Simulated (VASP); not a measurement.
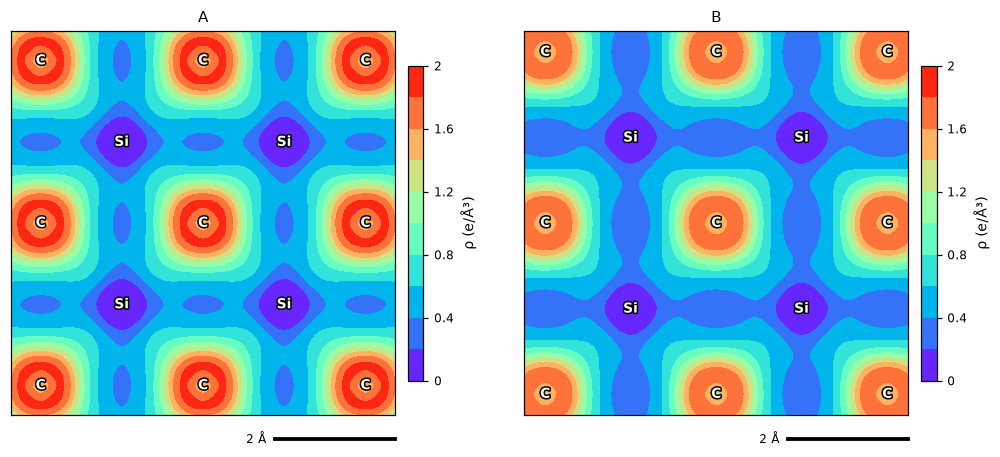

SiC. The valence pseudo-density of two cells that differ in size, on the (011) plane of each (indices in the axes of the calculation cell), at one length scale and on one colour scale: B has 8.2 Å³ an atom and A 7.0.

Computed with Kohn-Sham DFT of a periodic cell, PBE, VASP PAW PBE potentials, recommended in VASP.

In a PAW calculation such maps are meaningful between the atoms, not at the nuclei.

Question: What does the compression do to the bonding and the properties?

Answer: From the larger cell to the smaller, Si–C goes from 2.02 to 1.91 Å, and the density at its midpoint from 0.67 to 0.79 e/Å³; the pressure goes from 4.9 to 63 GPa.
